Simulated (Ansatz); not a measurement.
## Geometry relaxation of SnO₂ (part 1 of 2)

The run: geometry relaxation of SnO₂ (12 atoms in the cell). Method and program: DFT PBE, scalar-relativistic, plane waves, PAW, no spin polarisation (Ansatz 0.2.0).

The structure was made by a generator, so it may or may not be a known phase.

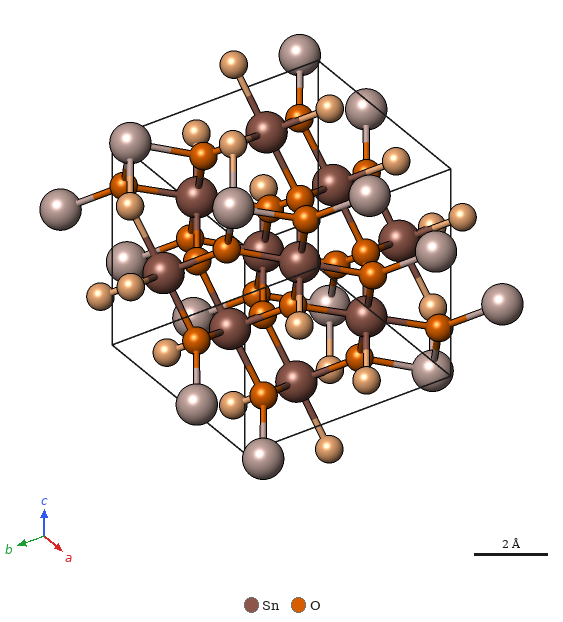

Figure 1. The structure as given in the input (ball-and-stick view of the cell 2 times as large as that of the calculation, set on its symmetry axes, seen at an oblique angle; neighbours outside the cell are drawn fainter). An atom can appear more than once, as a periodic image. Near neighbours in the periodic cell (some may lie outside the picture): Sn has 6 O at 2.09 to 2.10 Å; O has 3 Sn at 2.09 to 2.10 Å.

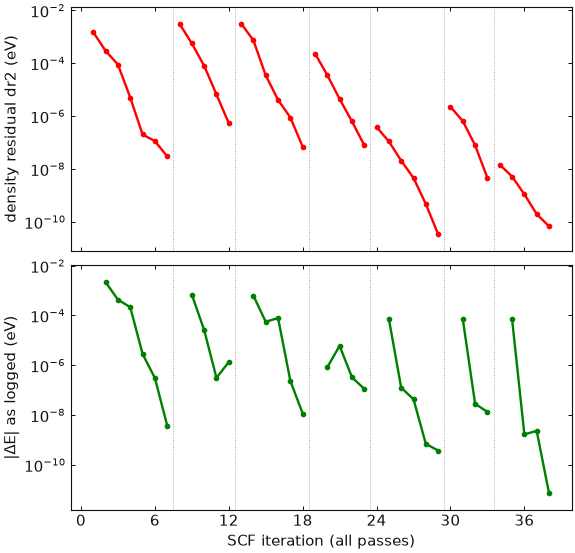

Figure 2. Convergence of the self-consistent field: density residual dr2 and size of the energy change against the SCF iteration. The dotted lines part the SCF passes of the relaxation: geometry steps, rejected trials and re-solves on a re-selected basis. The 7 passes take 4 to 7 iterations each, 38 in all.

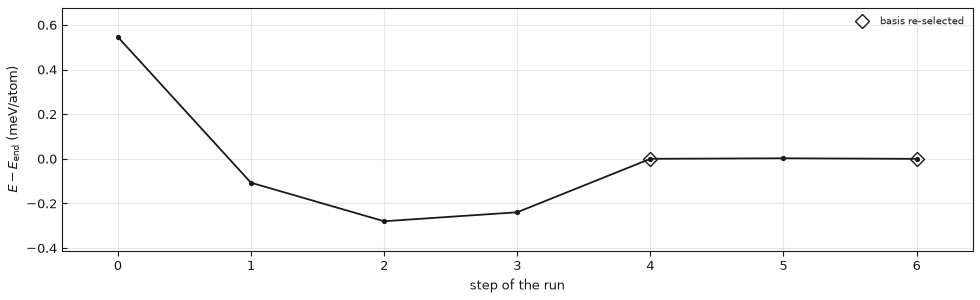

Figure 3. Progress of the relaxation, step by step (the first geometry is step 0 here and step 1 in the log).

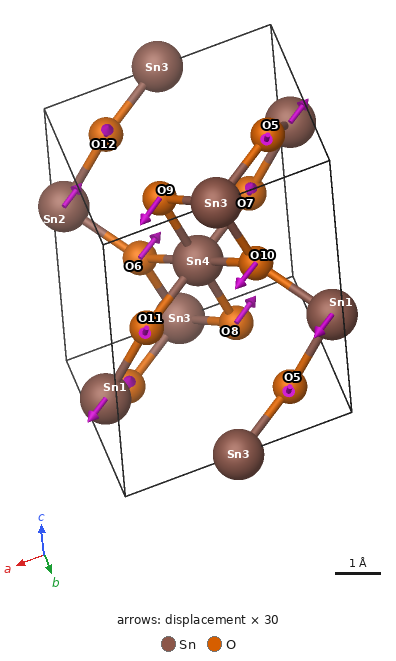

Figure 4. The starting structure with the displacements (without the part carried along by the change of the cell) as pink arrows, magnified 30 times (ball-and-stick view of the cell of the calculation, seen at an oblique angle). After 4 geometry steps the energy has fallen by 0.5 meV per atom. The largest force component goes from 0.059 to 0.00024 eV/Å. The pressure goes from −0.82 to 0.00 GPa. The basis was re-selected once at an unchanged geometry, which shifts the energy a little without any move. The largest moves relative to the cell, 0.028 Å, are those of O6, O8, O9 and O10. By element the largest moves are O 0.028 Å, Sn 0.025 Å. The volume changes by −0.4 %, with a = b = c 5.820 → 5.813 Å (−0.1 %), α 112.1° → 112.3°. Among the contacts that change: Sn1–O5 2.096 → 2.089 Å. The space group (tolerance 0.01 Å) goes from Imma (No. 74) to P4_2/mnm (No. 136). The energy change given includes the shifts at the re-selections in mid-walk, which come without any move. A last SCF at the same geometry on a re-selected plane-wave basis shifts the energy by next to nothing (0.0 meV per atom). (Atoms are counted from 1 in the order of the input.)

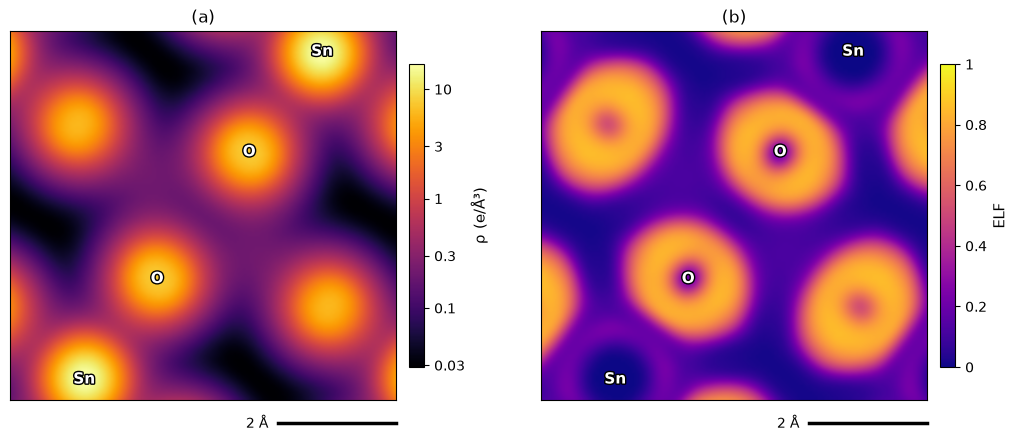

Figure 5. (a) valence charge density (pseudo); (b) ELF on the (010) plane of the calculation cell. The section cuts through Sn and O sites. Sn–O (2.09 Å): the density is about 0.61 e/Å³ at the midpoint; the ELF is about 0.25 at the midpoint. Away from the nuclei the density in this plane falls to 0.03 e/Å³ at its lowest. The fields are those of the smooth PAW valence density.

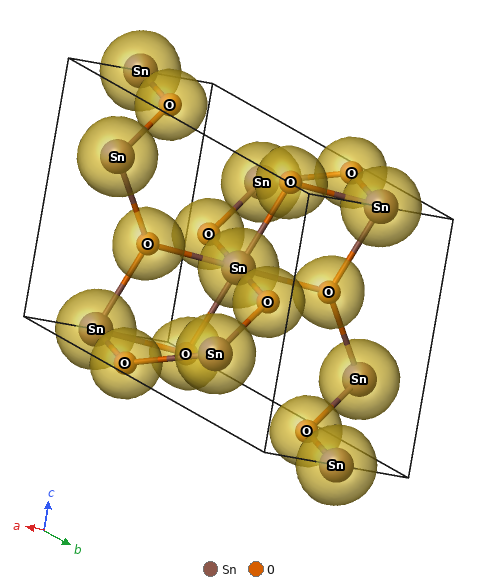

Figure 6. Isosurface of the valence electron density at 1 e/Å³ (yellow), seen at an oblique angle. Sticks mark near contacts. The outline is the calculation cell. At this value the density breaks into separate islands; it holds about 70 % of the electrons treated as valence (semicore included). It is pinched off along the Sn–O (2.09 Å) contacts. On the grid the lowest density along these lines, outside the cores, is 0.63 e/Å³ (Sn–O, 2.09 Å).

These pictures come from the run below.

### Input file
```yaml
crystal:
  lattice:
    - [-3.24889708, 3.41446996, 3.41402102]
    - [3.24889708, -3.41446996, 3.41402102]
    - [3.24889708, 3.41446996, -3.41402102]
  atoms:
    - { symbol: Sn, position: [0.99640101, 0.74640101, 0.25] }
    - { symbol: Sn, position: [0.00359899, 0.25359899, 0.75] }
    - { symbol: Sn, position: [0.5, 0.0, 0.0] }
    - { symbol: Sn, position: [0.5, 0.5, 0.5] }
    - { symbol: O, position: [0.19350399, 0.69622601, 0.00272202] }
    - { symbol: O, position: [0.69756501, 0.25406, 0.44350501] }
    - { symbol: O, position: [0.19350399, 0.19078197, 0.49727798] }
    - { symbol: O, position: [0.31055499, 0.25406, 0.05649499] }
    - { symbol: O, position: [0.68944501, 0.74594, 0.94350501] }
    - { symbol: O, position: [0.30243499, 0.74594, 0.55649499] }
    - { symbol: O, position: [0.80649601, 0.80921803, 0.50272202] }
    - { symbol: O, position: [0.80649601, 0.30377399, 0.99727798] }
basis:
  ecutwfc: 420
kpoints:
  mp_grid: { grid: [6, 6, 6] }
hamiltonian:
  xc: pbe
scf:
  occupations: { method: gaussian, width: 0.02 }
output:
  forces: true
  stress: true
  eigenvalues: true
  write_density: true
  write_potential: true
  elf: true
  volumetric_format: npy
relax:
  adjacent_minimum: "off"
  f_tol: 0.01
  max_steps: 80
  cell: { stress_tol: 0.05 }
```

Launch command:
```bash
ansatz run input.yaml --threads 1 --pin off --max-ram 2560MiB --backend cpu --events-out ev --progress --plain --runs-dir out
```

### What the program printed
```
Engine: ansatz 0.2.0, aarch64-unknown-linux-gnu
Pseudopotentials: kind: paw
Pseudopotential: Sn, paw, valence charge 14, recommended cutoff 420 eV (normal), Sn.paw.azcp
Pseudopotential: O, paw, valence charge 6, recommended cutoff 420 eV (normal), O.paw.azcp
Functional definition: PBE
  parameter kappa = 0.804
  parameter beta = 0.06672455060314922
  exchange = pbe_x(kappa = kappa, mu = beta*pi^2/3)
  correlation = pbe_c(beta = beta)
Crystal: 12 atoms, lattice volume = 151.491 Å³
Basis set: ecut = 420 eV, 2975 PW (Γ), exchange–correlation on 80×80×80 points (8 copies of the dense FFT grid, shifted against one another)
Bands: 64, of which v1, the nominal top of the filled ones, is band 52 counted from 1 (51 counted from 0)
Symmetry: 8 space group operations
Space group: Imma (ITA 74), of the structure as read, at distance tolerance 5.3e-5 Å
k-points: 46 of 216
Non-local potential: Sn, projectors of the file, l = 0: 2, l = 1: 2, l = 2: 2, l = 3: 2
Non-local potential: O, projectors of the file, l = 0: 2, l = 1: 2, l = 2: 1
PAW form: soft (Blöchl's): semilocal exchange-correlation on the pseudo side does not see the compensation charge
PAW one-centre angular grid: Sn, 590 points (default); XC on 64 Gauss nodes
PAW one-centre angular grid: O, 110 points (default); XC on 64 Gauss nodes
Initial density: superposition of atomic densities (neutral atoms: chi_scale 0, normalization atom), corrected by the library's trained network
Initial wavefunctions: pseudopotential atomic-orbital guess
Functional: x = pbe(κ = 0.804, μ = 0.2195149727645171), c = pbe(β = 0.06672455060314922)
SCF iter   1: F=—  HF=-28635.929532 eV  |F-HF|=—  |Δ(HF+E_count)|=         —  Δρ=1.39e-3  dr2=1.46e-3  ethr=1.77e-3  ⟨swp⟩=6.2  Hψ=11703  notcnv=0  defer=21
preconditioner: auto → Resta (q_TF=auto, 2.563 Å⁻¹)  ε∞=3.6  [insulator: Δε(μ)=0.628 eV  Ē_g=19.207 eV  σ=0.020 eV  W_gap=1.00  n_scr=42 (ndim 8)  ℏωp=30.8 eV  f_vac=0.037  D(μ)=0.00/eV (n_scr^D=0)  ε∞_Penn≈3.6]
SCF iter   2: F=—  HF=-28635.931679 eV  |F-HF|=—  |Δ(HF+E_count)|=   2.15e-3  Δρ=6.72e-4  dr2=2.91e-4  ethr=1.41e-6  ⟨swp⟩=2.6  Hψ=6114  notcnv=0  defer=227
SCF iter   3: F=—  HF=-28635.932110 eV  |F-HF|=—  |Δ(HF+E_count)|=   4.31e-4  Δρ=3.28e-4  dr2=8.77e-5  ethr=2.80e-7  ⟨swp⟩=2.4  Hψ=4353  notcnv=0  defer=227
SCF iter   4: F=—  HF=-28635.932324 eV  |F-HF|=—  |Δ(HF+E_count)|=   2.14e-4  Δρ=5.51e-5  dr2=4.96e-6  ethr=8.43e-8  ⟨swp⟩=2.0  Hψ=3892  notcnv=0  defer=227
SCF iter   5: F=—  HF=-28635.932327 eV  |F-HF|=—  |Δ(HF+E_count)|=   2.84e-6  Δρ=1.38e-5  dr2=1.99e-7  ethr=4.77e-9  ⟨swp⟩=2.0  Hψ=4839  notcnv=0  defer=227
SCF iter   6: F=—  HF=-28635.932327 eV  |F-HF|=—  |Δ(HF+E_count)|=   3.04e-7  Δρ=9.58e-6  dr2=1.12e-7  ethr=9.62e-11  ⟨swp⟩=16.5  Hψ=22883  notcnv=0
SCF iter   7: F=-28635.932327 eV  HF=-28635.932327 eV  |F-HF|=1.99e-8  |Δ(HF+E_count)|=   3.76e-9  Δρ=4.80e-6  dr2=2.94e-8  ethr=9.62e-11  ⟨swp⟩=9.1  Hψ=18060  notcnv=0
SCF 1 converged in 7 iterations: F = -28635.932327 eV  dr2 = 2.94e-8
  greatest PAW one-centre occupation: 0.996 electrons in one spin orbital (limit 2), on the Sn atom at site 2 (counted from 0), in its partial waves of l = 2
relax step   1: F+E_penalty+E_count = -28635.93232698 eV  Δ(F+E_penalty+E_count) = +0.000e0 eV  max|allowed force component| = 5.899e-2 eV/Å  Δτ_max = 0.0000 Å  P = -0.817 GPa  Ω = 151.491 Å³  (7 SCF iters, dr2 threshold 1.00e-7 eV, accepted)
Crystal: 12 atoms, lattice volume = 150.909 Å³
Initial density: handed on by an earlier stage of this run
Initial wavefunctions: those handed on with the density
iter 1 solved again at ethr=2.97e-6 eV; its pass at ethr=3.10e-3 eV (dr2=3.09e-3 eV) is discarded
SCF iter   1: F=—  HF=-28635.940819 eV  |F-HF|=—  |Δ(HF+E_count)|=         —  Δρ=2.34e-3  dr2=3.08e-3  ethr=2.97e-6  ⟨swp⟩=3.9  Hψ=12505  notcnv=0  defer=1
preconditioner: auto → Resta (q_TF=auto, 2.564 Å⁻¹)  ε∞=3.6  [insulator: Δε(μ)=0.680 eV  Ē_g=19.255 eV  σ=0.020 eV  W_gap=1.00  n_scr=42 (ndim 8)  ℏωp=30.8 eV  f_vac=0.035  D(μ)=0.00/eV (n_scr^D=0)  ε∞_Penn≈3.6]
SCF iter   2: F=—  HF=-28635.940137 eV  |F-HF|=—  |Δ(HF+E_count)|=   6.82e-4  Δρ=1.08e-3  dr2=5.56e-4  ethr=2.96e-6  ⟨swp⟩=2.5  Hψ=5547  notcnv=0
SCF iter   3: F=—  HF=-28635.940163 eV  |F-HF|=—  |Δ(HF+E_count)|=   2.60e-5  Δρ=2.99e-4  dr2=7.89e-5  ethr=5.34e-7  ⟨swp⟩=2.1  Hψ=3903  notcnv=0
SCF iter   4: F=—  HF=-28635.940163 eV  |F-HF|=—  |Δ(HF+E_count)|=   3.10e-7  Δρ=6.91e-5  dr2=6.50e-6  ethr=7.59e-8  ⟨swp⟩=2.0  Hψ=3962  notcnv=0
SCF iter   5: F=-28635.940164 eV  HF=-28635.940164 eV  |F-HF|=1.11e-7  |Δ(HF+E_count)|=   1.34e-6  Δρ=2.22e-5  dr2=5.30e-7  ethr=1.15e-9  ⟨swp⟩=14.1  Hψ=25024  notcnv=0
SCF 2 converged in 5 iterations: F = -28635.940164 eV  dr2 = 5.30e-7
  greatest PAW one-centre occupation: 0.996 electrons in one spin orbital (limit 2), on the Sn atom at site 3 (counted from 0), in its partial waves of l = 2
relax step   2: F+E_penalty+E_count = -28635.94016410 eV  Δ(F+E_penalty+E_count) = -7.837e-3 eV  max|allowed force component| = 4.256e-2 eV/Å  Δτ_max = 0.0122 Å  P = -0.007 GPa  Ω = 150.909 Å³  energy of the carried Pulay correction = +2.932e-3 eV  (5 SCF iters, dr2 threshold 1.20e-6 eV, accepted)
Crystal: 12 atoms, lattice volume = 150.745 Å³
Basis set: ecut = 420 eV, 2959 PW (Γ), exchange–correlation on 80×80×80 points (8 copies of the dense FFT grid, shifted against one another)
iter 1 solved again at ethr=3.00e-6 eV; its pass at ethr=3.10e-3 eV (dr2=3.12e-3 eV) is discarded
SCF iter   1: F=—  HF=-28635.942833 eV  |F-HF|=—  |Δ(HF+E_count)|=         —  Δρ=2.55e-3  dr2=3.14e-3  ethr=3.00e-6  ⟨swp⟩=4.3  Hψ=11408  notcnv=0  defer=1
preconditioner: auto → Resta (q_TF=auto, 2.565 Å⁻¹)  ε∞=3.6  [insulator: Δε(μ)=0.690 eV  Ē_g=19.260 eV  σ=0.020 eV  W_gap=1.00  n_scr=42 (ndim 8)  ℏωp=30.8 eV  f_vac=0.035  D(μ)=0.00/eV (n_scr^D=0)  ε∞_Penn≈3.6]
SCF iter   2: F=—  HF=-28635.942212 eV  |F-HF|=—  |Δ(HF+E_count)|=   6.22e-4  Δρ=1.24e-3  dr2=7.24e-4  ethr=3.00e-6  ⟨swp⟩=2.1  Hψ=4342  notcnv=0
SCF iter   3: F=—  HF=-28635.942156 eV  |F-HF|=—  |Δ(HF+E_count)|=   5.52e-5  Δρ=1.73e-4  dr2=3.42e-5  ethr=6.96e-7  ⟨swp⟩=2.6  Hψ=4833  notcnv=0
SCF iter   4: F=—  HF=-28635.942235 eV  |F-HF|=—  |Δ(HF+E_count)|=   7.91e-5  Δρ=5.99e-5  dr2=4.07e-6  ethr=3.29e-8  ⟨swp⟩=2.0  Hψ=4014  notcnv=0
SCF iter   5: F=—  HF=-28635.942236 eV  |F-HF|=—  |Δ(HF+E_count)|=   2.33e-7  Δρ=2.79e-5  dr2=8.70e-7  ethr=3.91e-9  ⟨swp⟩=2.1  Hψ=4301  notcnv=0
SCF iter   6: F=-28635.942236 eV  HF=-28635.942236 eV  |F-HF|=1.51e-8  |Δ(HF+E_count)|=   1.14e-8  Δρ=7.72e-6  dr2=6.85e-8  ethr=1.09e-10  ⟨swp⟩=11.0  Hψ=22475  notcnv=0
SCF 3 converged in 6 iterations: F = -28635.942236 eV  dr2 = 6.85e-8
relax step   3: F+E_penalty+E_count = -28635.94223573 eV  Δ(F+E_penalty+E_count) = -2.072e-3 eV  max|allowed force component| = 2.346e-2 eV/Å  Δτ_max = 0.0145 Å  P = +0.223 GPa  Ω = 150.745 Å³  energy of the carried Pulay correction = +3.759e-3 eV  (6 SCF iters, dr2 threshold 1.13e-7 eV, accepted)
Crystal: 12 atoms, lattice volume = 150.921 Å³
iter 1 solved again at ethr=2.14e-7 eV; its pass at ethr=3.10e-3 eV (dr2=2.23e-4 eV) is discarded
SCF iter   1: F=—  HF=-28635.941761 eV  |F-HF|=—  |Δ(HF+E_count)|=         —  Δρ=5.40e-4  dr2=2.30e-4  ethr=2.14e-7  ⟨swp⟩=3.6  Hψ=11646  notcnv=0
preconditioner: auto → Resta (q_TF=auto, 2.564 Å⁻¹)  ε∞=3.6  [insulator: Δε(μ)=0.678 eV  Ē_g=19.250 eV  σ=0.020 eV  W_gap=1.00  n_scr=42 (ndim 8)  ℏωp=30.8 eV  f_vac=0.037  D(μ)=0.00/eV (n_scr^D=0)  ε∞_Penn≈3.6]
SCF iter   2: F=—  HF=-28635.941760 eV  |F-HF|=—  |Δ(HF+E_count)|=   8.28e-7  Δρ=2.28e-4  dr2=3.50e-5  ethr=2.14e-7  ⟨swp⟩=3.0  Hψ=5693  notcnv=0
SCF iter   3: F=—  HF=-28635.941754 eV  |F-HF|=—  |Δ(HF+E_count)|=   6.00e-6  Δρ=6.19e-5  dr2=4.36e-6  ethr=3.37e-8  ⟨swp⟩=2.0  Hψ=3880  notcnv=0
SCF iter   4: F=—  HF=-28635.941754 eV  |F-HF|=—  |Δ(HF+E_count)|=   3.26e-7  Δρ=2.15e-5  dr2=6.24e-7  ethr=4.20e-9  ⟨swp⟩=2.2  Hψ=4796  notcnv=0
SCF iter   5: F=-28635.941754 eV  HF=-28635.941754 eV  |F-HF|=2.04e-8  |Δ(HF+E_count)|=   1.12e-7  Δρ=7.59e-6  dr2=7.83e-8  ethr=2.34e-10  ⟨swp⟩=13.7  Hψ=22528  notcnv=0
SCF 4 converged in 5 iterations: F = -28635.941754 eV  dr2 = 7.83e-8
relax step   4: F+E_penalty+E_count = -28635.94175410 eV  Δ(F+E_penalty+E_count) = +4.816e-4 eV  max|allowed force component| = 2.857e-3 eV/Å  Δτ_max = 0.0032 Å  P = +0.017 GPa  Ω = 150.921 Å³  energy of the carried Pulay correction = +2.867e-3 eV  (5 SCF iters, dr2 threshold 2.43e-7 eV, accepted)
Initial wavefunctions: pseudopotential atomic-orbital guess (no wavefunctions were taken with the density)
iter 1 solved again at ethr=7.40e-8 eV; its pass at ethr=3.10e-3 eV (dr2=7.69e-5 eV) is discarded
SCF iter   1: F=—  HF=-28635.938808 eV  |F-HF|=—  |Δ(HF+E_count)|=         —  Δρ=3.67e-5  dr2=3.82e-7  ethr=7.40e-8  ⟨swp⟩=3.7  Hψ=20749  notcnv=0
preconditioner: auto → Resta (q_TF=auto, 2.564 Å⁻¹)  ε∞=3.6  [insulator: Δε(μ)=0.678 eV  Ē_g=19.251 eV  σ=0.020 eV  W_gap=1.00  n_scr=42 (ndim 8)  ℏωp=30.8 eV  f_vac=0.037  D(μ)=0.00/eV (n_scr^D=0)  ε∞_Penn≈3.6]
SCF iter   2: F=—  HF=-28635.938879 eV  |F-HF|=—  |Δ(HF+E_count)|=   7.10e-5  Δρ=1.76e-5  dr2=1.08e-7  ethr=3.68e-10  ⟨swp⟩=2.7  Hψ=5497  notcnv=0
SCF iter   3: F=—  HF=-28635.938879 eV  |F-HF|=—  |Δ(HF+E_count)|=   1.24e-7  Δρ=8.36e-6  dr2=2.03e-8  ethr=1.04e-10  ⟨swp⟩=2.0  Hψ=3756  notcnv=0
SCF iter   4: F=—  HF=-28635.938879 eV  |F-HF|=—  |Δ(HF+E_count)|=   4.26e-8  Δρ=1.83e-6  dr2=4.48e-9  ethr=1.95e-11  ⟨swp⟩=2.0  Hψ=4416  notcnv=0
SCF iter   5: F=—  HF=-28635.938879 eV  |F-HF|=—  |Δ(HF+E_count)|=  6.84e-10  Δρ=5.33e-7  dr2=4.64e-10  ethr=4.31e-12  ⟨swp⟩=2.0  Hψ=3958  notcnv=0
SCF iter   6: F=-28635.938879 eV  HF=-28635.938879 eV  |F-HF|=1.09e-11  |Δ(HF+E_count)|=  3.71e-10  Δρ=1.66e-7  dr2=3.33e-11  ethr=1.00e-12  ⟨swp⟩=7.8  Hψ=14893  notcnv=0
SCF 5 converged in 6 iterations: F = -28635.938879 eV  dr2 = 3.33e-11
  greatest PAW one-centre occupation: 0.996 electrons in one spin orbital (limit 2), on the Sn atom at site 1 (counted from 0), in its partial waves of l = 2
relax step   5: F+E_penalty+E_count = -28635.93887918 eV  Δ(F+E_penalty+E_count) = +2.875e-3 eV  max|allowed force component| = 2.892e-3 eV/Å  Δτ_max = 0.0000 Å  P = -0.012 GPa  Ω = 150.921 Å³  stress off target by 8.53e-2 GPa  SCF on the basis re-selected at this cell (its energy is not comparable with the rows above)  (6 SCF iters)
basis re-selected at this cell: Δ(F+E_penalty+E_count) = +2.875e-3 eV, ΔP = -0.029 GPa vs the last step (what re-selecting the basis moved, of the pressure what is left beyond the Pulay correction that the steps carried, after the strain that the cell walked since its last selection, with what the two solves' SCF thresholds leave and, on support functions, any second-order correction that the steps lacked; it is no measure of the basis error at this ecutwfc). This SCF's stress stands 8.53e-2 GPa from its target on what of the cell is left free (relax.cell.stress_tol is 5.00e-2 GPa) and its largest allowed force component is 2.89e-3 eV/Å (relax.f_tol is 1.00e-2 eV/Å): not within both, so this SCF does not close the relaxation
```
